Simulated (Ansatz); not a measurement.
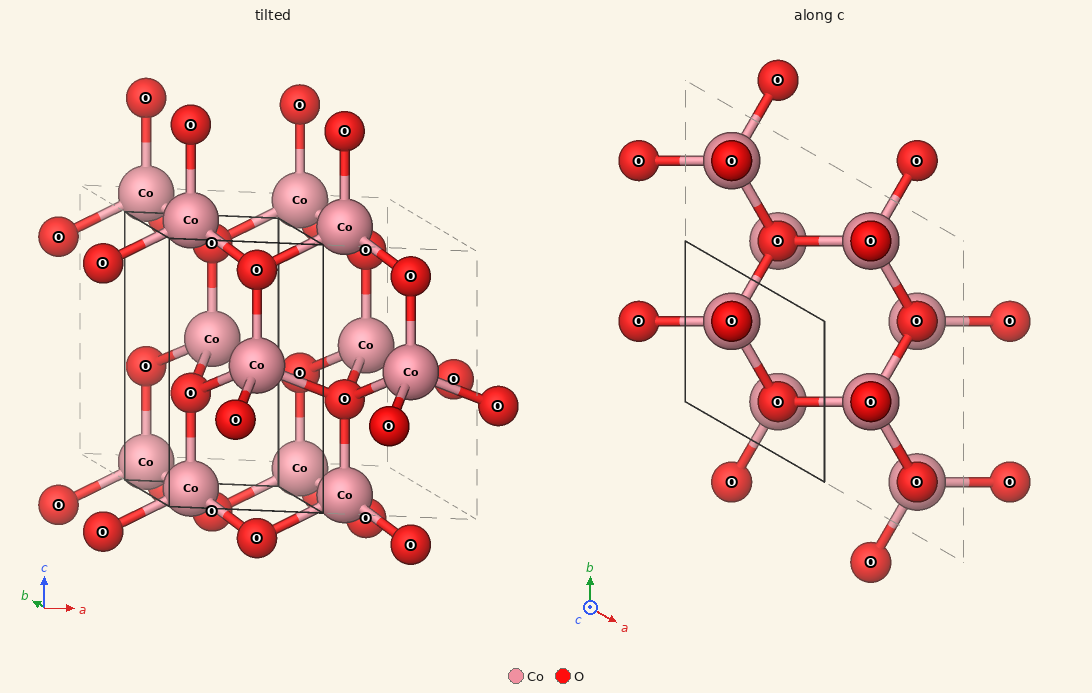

Shown here is a ball-and-stick view of the crystal, taken slightly off an axis and along the c axis. Shown are 2×2×1 repeats of the conventional unit cell, one of them outlined in solid lines. Some neighbours outside the box are added.

CoO, space group P6_3mc (No. 186), a = 3.05 Å, b = 3.05 Å, c = 5.25 Å, α = 90.00°, β = 90.00°, γ = 120.00°.

Results below were computed with Ansatz, DFT PBEsol, scalar-relativistic, plane waves, PAW; the settings were plane-wave cutoff 420 eV, k-points about 0.20 Å⁻¹ apart, Gaussian smearing of 0.15 eV, collinear spins. The state is antiferromagnetic, in a cell of 8 atoms.

Is the electronic structure metallic or gapped?

A metal: bands cross the Fermi level.

Would the cell expand or shrink if it could?

The computed pressure is -0.1 GPa, close to zero.

It goes back to a structure listed in the Materials Project. Earlier steps of the study, as a rule a relaxation of our own, may have changed the cell and positions, so they can lie some per cent off the listed ones. It was run through Ansatz as a DFT input.
